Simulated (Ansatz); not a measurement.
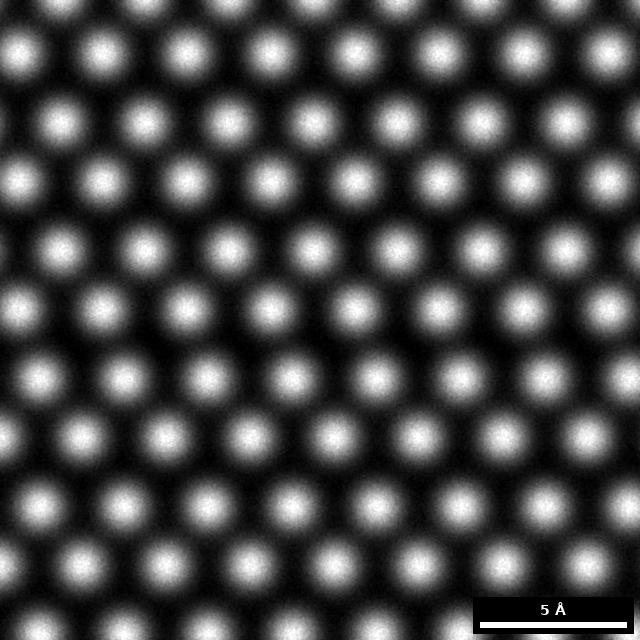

HAADF-like image of Al (C2/c, No. 15) along [100]. Simulated incoherent Z contrast: every atom adds Z^1.7 spread by a probe of 1.30 Å full width; channelling and multiple scattering are left out. The probe carries 15 % of its weight in a tail 2.5 times as wide. Shot noise was added.

One planar defect was built into the perfect crystal by geometry alone, without relaxation. Host structure: the geometry given to an electronic-structure calculation, possibly off equilibrium; the starting structure was generated, so it need not be a known form of this composition.

Question: Where does the periodic pattern break, and how?

Answer: A planar fault (a stacking fault) runs horizontally about 12 Å below the top edge. The part above it is shifted along the boundary by 1/4 of the 2.90 Å repeat of the rows (0.7 Å to the right, the same as 2.2 Å to the left); both parts keep the same orientation.
